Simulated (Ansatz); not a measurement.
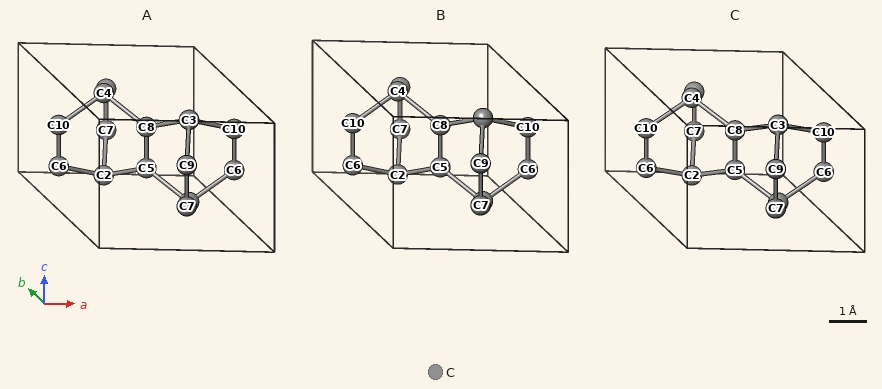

3 geometries from one relaxation of a crystal of C (set up in P6/mmm) (coarse preliminary run), in shuffled order. The picture is a ball-and-stick view of the cell of the calculation, seen from a free direction.

Theory: DFT r2SCAN, scalar-relativistic, plane waves, PAW (Ansatz 0.2.0). (plane-wave cutoff 500 eV; k-point mesh 6 × 6 × 6; occupations gaussian; smearing width 0.1 eV; no spin polarisation; cell and atoms relaxed; force threshold 0.05 eV/Å; at most 80 steps)

Q: Order the frames from highest to lowest energy.

A: C, A, B. They are steps 0, 1, 6, at +159 meV per atom, +15.0 meV per atom relative to the last. Over 5 accepted moves (6 points after the start) the energy falls by 159 meV per atom. The largest force component goes from 4.5 to 0.0096 eV/Å. The pressure goes from 26.87 to 0.07 GPa. At 1 point the geometry stayed and the basis and grid were re-selected for the new cell (energy shift of 0.2 meV per atom at most each time). The atoms keep their places relative to the cell (all moves are under 0.005 Å). The volume changes by +4.2 %, with a = b 4.890 → 4.824 Å (−1.3 %), c 3.880 → 4.154 Å (+7.1 %). Near-neighbour distances that change, for instance: C–C 1.428 → 1.528 Å, C–C 1.242 → 1.323 Å. Among the angles between lasting bonds that change: C–C–C 133.6° → 129.9°, C–C–C 105.5° → 103.4°. The space group stays P6/mmm (No. 191). Cost: 37 s on 2 threads of Arm Neoverse V2, on a shared host, peak memory 0.54 GiB.
